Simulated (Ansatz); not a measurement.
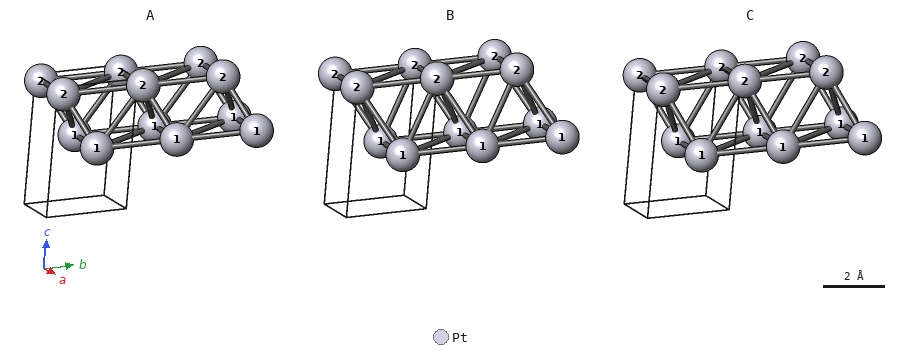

3 geometries from one relaxation of solid Pt (set up in P-1), in shuffled order. The picture is a ball-and-stick view of the cell of the calculation, reduced to other axes, repeated 2 × 3 × 1 with one cell outlined, seen slightly off an axis. Lengths and directions refer to the drawn axes.

Case: all atoms moved at random, sigma 0.4 Å for each component; relaxed back.

All numbers below come from DFT PBEsol, scalar-relativistic, plane waves, PAW in Ansatz. Settings: plane-wave cutoff 420 eV; k-point mesh 12 × 12 × 14; occupations gaussian; smearing width 0.15 eV; no spin polarisation; cell and atoms relaxed; force threshold 0.01 eV/Å; at most 80 steps.

> Order the frames from highest to lowest energy.

A, C, B. They are steps 0, 1, 5, at +1174 meV per atom, +102 meV per atom relative to the last. The largest moves relative to the cell, 0.30 Å, are those of Pt1 and Pt2. Pt1 goes along [1 3 −2]. Cell: a 2.770 → 2.768 Å (−0.1 %), b 2.770 → 2.769 Å (−0.1 %), c 4.799 → 4.807 Å (+0.2 %). Volume +0.1 %. Among the contacts that change: Pt1–Pt2 2.191 → 2.774 Å, Pt1–Pt2 (another image) 3.355 → 2.774 Å, Pt1–Pt2 (another image) 3.154 → 2.774 Å, Pt1–Pt2 (another image) 2.472 → 2.774 Å. The space group (tolerance 0.01 Å) goes from P-1 (No. 2) to R-3m (No. 166). After 4 accepted moves (5 points after the start) the energy has fallen by 1174 meV per atom. Largest force component: 7.4 eV/Å at the start, 0.00053 eV/Å at the end. Pressure: 49.71 GPa at the start and −0.03 GPa at the end. The SCF was repeated once at an unchanged geometry on a basis and grid sized afresh for the cell, which shifted the energy by less than 0.05 meV per atom at most. The run took 2.7 min on 1 thread of Intel(R) Xeon(R) Platinum 8488C (Sapphire Rapids), with other jobs on the host, peak memory 0.85 GiB.
